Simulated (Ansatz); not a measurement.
## Geometry relaxation of WS2 (part 2 of 2)

The same run, continued: WS2 (P6₃/mmc, 6 atoms in the cell); DFT PBEsol, scalar-relativistic, plane waves, PAW, no spin polarisation (Ansatz 0.2.0); cutoff 420 eV, 12×12×2 k-mesh, Gaussian smearing of 0.02 eV. The structure derives from an entry of the Crystallography Open Database.

Geometry of the input (Å; fractional positions):
```
3.1424  0.0000  0.0000
-1.5712  2.7214  0.0000
0.0000  0.0000  12.5870
W  0.3333  0.6667  0.2500
W  0.6667  0.3333  0.7500
S  0.3333  0.6667  0.6252
S  0.6667  0.3333  0.1252
S  0.3333  0.6667  0.8748
S  0.6667  0.3333  0.3748
```

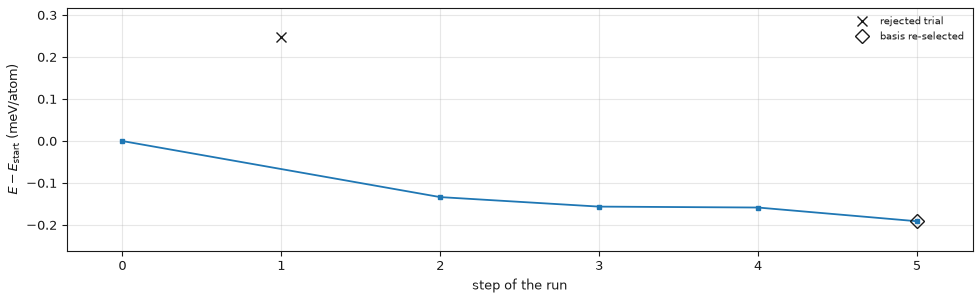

Fig. 1: Progress of the relaxation, step by step (the first geometry is step 0 here and step 1 in the log).

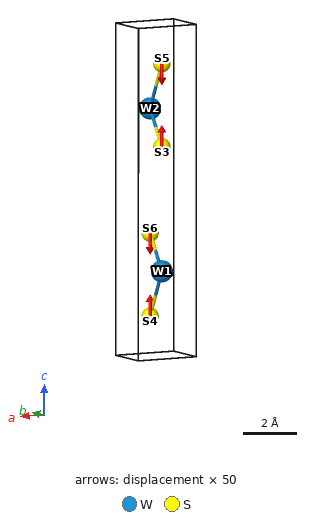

Fig. 2: The starting structure with the displacements (without the part carried along by the change of the cell) as red arrows, magnified 50 times (ball-and-stick view of the cell of the calculation, seen at an oblique angle). The largest moves relative to the cell, 0.017 Å, are those of S3, S4, S5 and S6. W stays in place. The volume changes by +1.1 %, with a = b 3.142 → 3.146 Å (+0.1 %), c 12.587 → 12.692 Å (+0.8 %). The space group stays P6_3/mmc (No. 194). After 4 geometry steps the energy has fallen by 0.2 meV per atom. Largest force component: 0.05 eV/Å at the start, 0.00021 eV/Å at the end. Pressure: 0.07 GPa at the start and 0.00 GPa at the end. The line search rejected the trial step at point 1 (counted from 0) and went back. A last SCF at the same geometry on a re-selected plane-wave basis shifts the energy by next to nothing (0.0 meV per atom). (Atoms are counted from 1 in the order of the input.)

```
basis re-selected at this cell: Δ(F+E_penalty+E_count) = -1.966e-4 eV, ΔP = +0.001 GPa vs the last step (what re-selecting the basis moved, of the pressure what is left beyond the Pulay correction that the steps carried, after the strain that the cell walked since its last selection, with what the two solves' SCF thresholds leave and, on support functions, any second-order correction that the steps lacked; it is no measure of the basis error at this ecutwfc). This SCF's stress stands 9.07e-3 GPa from its target on what of the cell is left free (relax.cell.stress_tol is 5.00e-2 GPa) and its largest allowed force component is 2.14e-4 eV/Å (relax.f_tol is 5.00e-3 eV/Å): within both
SCF converged after 5 iterations
Free energy (F): -24058.159860 eV
Harris-Foulkes:  -24058.159860 eV  (|F-HF|=7.28e-12)
Internal energy: -24058.159860 eV  (E = F + TS)
E sigma→0 (E₀):  -24058.159860 eV
Fermi energy:    11.681622 eV
--- Per-component energies (eV) ---
  E_band       = -397.145219
  E_kinetic    = 1333.960727
  E_local      = -3770.421283  (includes V_loc(G=0)·N_el)
  E_nonlocal   = 120.661256
  E_hartree    = 1511.840904
  E_xc         = -917.560276
  E_vxc        = -830.183995  (∫ρ·V_xc dr)
  E_paw        = -19209.060520  (= ΣΔE_a)
  E_vpaw       = -274.843886  (= ΣTr[D̂ρ^β])
  E_aug_tail   = -0.000133  (compensation charges beyond the density's cutoff)
  E_ewald      = -3128.271917
  E_core_change = 0.691382  (= ΣΔE_core)
  E_smearing   = -0.000000  (= −TS)
  E_closure    = 0.000000  (closes the sum)
  Σ components = -24058.159860   (vs F -24058.159860, Δ=0.00e0)
--- Forces (eV/Å), atoms counted from 1 ---
  atom   1  W      0.00000000    -0.00000000    -0.00000000
  atom   2  W      0.00000000     0.00000000     0.00000000
  atom   3  S     -0.00000000    -0.00000000     0.00021416
  atom   4  S      0.00000000     0.00000000     0.00021416
  atom   5  S     -0.00000000    -0.00000000    -0.00021416
  atom   6  S      0.00000000     0.00000000    -0.00021416
  max |Σ_I F_I| component: 1.85e-17 eV/Å
--- Stress (GPa, compression-positive) ---
        0.001323       0.000000       0.000000
        0.000000       0.001323       0.000000
        0.000000       0.000000       0.009067
  P = ⅓ Tr σ = 0.0039 GPa (0.039 kbar)
--- Band table (eV; the first three rows and the last of 38) ---
  k-point 0: bands = ["-63.2405", "-63.2405", "-27.5548", "-27.5547", "-27.3575", "-27.3575", "-27.3575", "-27.3575", "-4.3807", "-4.2231", "-2.7658", "-2.4552", "3.6691", "4.4908", "7.5130", "7.7433", "7.7433", "7.7516", "7.7516", "9.0146", "9.0146", "9.0476", "9.0476", "9.4930", "10.0023", "11.1328", "13.5801", "13.5801", "13.5869", "13.5869", "13.6940", "13.6940"]
  k-point 1: bands = ["-63.2405", "-63.2405", "-27.5548", "-27.5548", "-27.3575", "-27.3575", "-27.3575", "-27.3575", "-4.3079", "-4.3079", "-2.6067", "-2.6067", "4.0341", "4.0341", "7.7474", "7.7474", "7.7474", "7.7474", "8.3170", "8.3170", "9.0311", "9.0311", "9.0311", "9.0311", "10.8037", "10.8037", "13.5787", "13.5787", "13.5787", "13.5787", "13.7613", "13.7613"]
  k-point 2: bands = ["-63.2391", "-63.2391", "-27.5500", "-27.5500", "-27.3837", "-27.3837", "-27.3635", "-27.3635", "-4.2598", "-4.1021", "-2.7163", "-2.4153", "3.8126", "4.6340", "7.3226", "7.4318", "7.4465", "7.8606", "7.8729", "8.4798", "8.8235", "8.8599", "9.0598", "9.7580", "10.0160", "10.9450", "13.4319", "13.4626", "13.5163", "13.5748", "13.5817", "13.7177"]
  k-point 37: bands = ["-63.2179", "-63.2179", "-27.6419", "-27.6419", "-27.6040", "-27.6040", "-27.4743", "-27.4743", "-1.6912", "-1.6912", "-1.6284", "-1.6284", "4.6654", "4.6654", "5.1076", "5.1076", "5.9949", "5.9949", "6.5702", "6.5702", "7.3841", "7.3841", "8.1657", "8.1657", "10.5854", "10.5854", "12.5381", "12.5381", "13.8153", "13.8153", "14.7100", "14.7100"]
--- Relaxed structure (5 steps of the walk, 4 accepted, 1 SCFs on fresh bases) ---
  F+E_penalty+E_count = -24058.15986010 eV   max|allowed force component| = 2.142e-4 eV/Å   (the final SCF, on the basis selected at the relaxed cell)
  cell:  # Å, volume = 108.7941 Å³
    - [3.146131378949966, 2.8901918719370496e-11, -8.282932553811123e-38]
    - [-1.5730656895000128, 2.7246296977995863, -2.3257512396257402e-36]
    - [-3.3177902639379574e-37, -1.094870787099526e-35, 12.691731751013391]
  atoms:
    - { symbol: W, position: [0.33333333333333326, 0.6666666666666666, 0.24999999999999997] }
    - { symbol: W, position: [0.6666666666666665, 0.3333333333333333, 0.7499999999999999] }
    - { symbol: S, position: [0.33333333333333326, 0.6666666666666666, 0.6264891206034799] }
    - { symbol: S, position: [0.6666666666666665, 0.3333333333333333, 0.1264891206034799] }
    - { symbol: S, position: [0.33333333333333326, 0.6666666666666666, 0.8735108793965202] }
    - { symbol: S, position: [0.6666666666666665, 0.3333333333333333, 0.3735108793965201] }
```

Trajectory as extended XYZ (Å, eV, eV/Å), 6 frames, from step=1 to step=6:
```
6
Lattice="3.1424 0.0000 0.0000 -1.5712 2.7214 0.0000 0.0000 0.0000 12.5870" Properties=species:S:1:pos:R:3:forces:R:3 step=1 energy=-24058.15871 pressure_GPa=0.07
W     0.0000    1.8143    3.1468    0.0000   0.0000   0.0000
W     1.5712    0.9071    9.4403    0.0000   0.0000   0.0000
S     0.0000    1.8143    7.8692    0.0000   0.0000   0.0496
S     1.5712    0.9071    1.5757    0.0000   0.0000   0.0496
S     0.0000    1.8143   11.0113    0.0000   0.0000  -0.0496
S     1.5712    0.9071    4.7178    0.0000   0.0000  -0.0496
6
Lattice="3.1557 0.0000 0.0000 -1.5778 2.7329 0.0000 0.0000 0.0000 12.6614" Properties=species:S:1:pos:R:3:forces:R:3 step=2 energy=-24058.15723 pressure_GPa=-0.19 accepted=F
W     0.0000    1.8219    3.1654    0.0000   0.0000   0.0000
W     1.5778    0.9110    9.4961    0.0000   0.0000   0.0000
S     0.0000    1.8219    7.9356    0.0000   0.0000  -0.0736
S     1.5778    0.9110    1.6049    0.0000   0.0000  -0.0736
S     0.0000    1.8219   11.0565    0.0000   0.0000   0.0736
S     1.5778    0.9110    4.7258    0.0000   0.0000   0.0736
6
Lattice="3.1458 0.0000 0.0000 -1.5729 2.7244 0.0000 0.0000 0.0000 12.6234" Properties=species:S:1:pos:R:3:forces:R:3 step=3 energy=-24058.15951 pressure_GPa=0.08
W     0.0000    1.8162    3.1558    0.0000   0.0000   0.0000
W     1.5729    0.9081    9.4675    0.0000   0.0000   0.0000
S     0.0000    1.8162    7.9000    0.0000   0.0000   0.0003
S     1.5729    0.9081    1.5883    0.0000   0.0000   0.0003
S     0.0000    1.8162   11.0350    0.0000   0.0000  -0.0003
S     1.5729    0.9081    4.7233    0.0000   0.0000  -0.0003
6
Lattice="3.1467 0.0000 0.0000 -1.5733 2.7251 0.0000 0.0000 0.0000 12.6693" Properties=species:S:1:pos:R:3:forces:R:3 step=4 energy=-24058.15965 pressure_GPa=-0.01
W     0.0000    1.8167    3.1673    0.0000   0.0000   0.0000
W     1.5733    0.9084    9.5019    0.0000   0.0000   0.0000
S     0.0000    1.8167    7.9347    0.0000   0.0000  -0.0013
S     1.5733    0.9084    1.6001    0.0000   0.0000  -0.0013
S     0.0000    1.8167   11.0692    0.0000   0.0000   0.0013
S     1.5733    0.9084    4.7346    0.0000   0.0000   0.0013
6
Lattice="3.1461 0.0000 0.0000 -1.5731 2.7246 0.0000 0.0000 0.0000 12.6917" Properties=species:S:1:pos:R:3:forces:R:3 step=5 energy=-24058.15966 pressure_GPa=0.00
W     0.0000    1.8164    3.1729    0.0000   0.0000   0.0000
W     1.5731    0.9082    9.5188    0.0000   0.0000   0.0000
S     0.0000    1.8164    7.9512    0.0000   0.0000   0.0002
S     1.5731    0.9082    1.6054    0.0000   0.0000   0.0002
S     0.0000    1.8164   11.0864    0.0000   0.0000  -0.0002
S     1.5731    0.9082    4.7405    0.0000   0.0000  -0.0002
6
Lattice="3.1461 0.0000 0.0000 -1.5731 2.7246 0.0000 0.0000 0.0000 12.6917" Properties=species:S:1:pos:R:3:forces:R:3 step=6 energy=-24058.15986 pressure_GPa=0.00
W     0.0000    1.8164    3.1729    0.0000   0.0000   0.0000
W     1.5731    0.9082    9.5188    0.0000   0.0000   0.0000
S     0.0000    1.8164    7.9512    0.0000   0.0000   0.0002
S     1.5731    0.9082    1.6054    0.0000   0.0000   0.0002
S     0.0000    1.8164   11.0864    0.0000   0.0000  -0.0002
S     1.5731    0.9082    4.7405    0.0000   0.0000  -0.0002
```

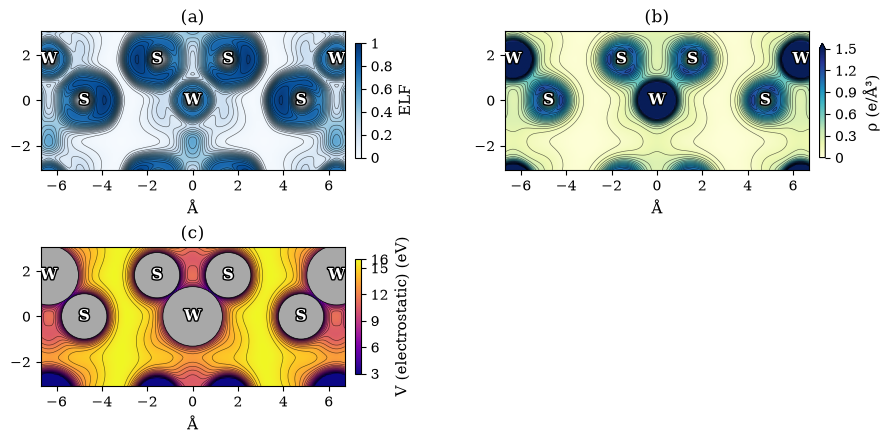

Fig. 3: (a) electron localisation function; (b) valence electron density; (c) electrostatic potential (local pseudopotential plus Hartree) felt by an electron on the (110) plane of the conventional cell. Grey discs, where drawn, cover atomic cores. Atoms in the plane: W and S. W–S (2.40 Å): the density is about 0.64 e/Å³ at the midpoint; the ELF is about 0.50 at the midpoint. Away from the nuclei the density in this plane falls to 0.01 e/Å³ at its lowest. The ELF has a maximum of about 0.55 in the space between the atoms. The strong features right at W lie inside the PAW spheres (semicore, d or f shells) and say nothing about bonding. Outside the cores the potential energy rises away from the atoms and is highest about 2.4 Å from the nearest atoms; outside the discs it spans about 13 eV, and its zero is arbitrary. In a PAW calculation such maps are meaningful between the atoms, not at the nuclei.

Results in brief:

```json
{"quantity": "outcome", "value": "converged"}
{"quantity": "space group (tolerance 0.01 Å)", "value": "P6₃/mmc (194)"}
{"quantity": "electrons treated", "value": "52"}
{"quantity": "free energy", "value": "−24058.1599 eV"}
{"quantity": "Fermi energy", "value": "11.682 eV"}
{"quantity": "gap on the k-point mesh", "value": "1.10 eV"}
{"quantity": "pressure", "value": "0.00 GPa"}
{"quantity": "final volume", "value": "108.79 Å³"}
{"quantity": "largest force (length of the vector) at the end", "value": "under 0.001 eV/Å"}
{"quantity": "final cell", "value": "a = 3.146 Å, b = 3.146 Å, c = 12.692 Å, α = 90.00°, β = 90.00°, γ = 120.00°"}
{"quantity": "wall time", "value": "7.7 s (CPU time 15 s)"}
{"quantity": "peak memory", "value": "0.52 GiB"}
```

Notes:

Spin–orbit coupling is left out, which matters for W.
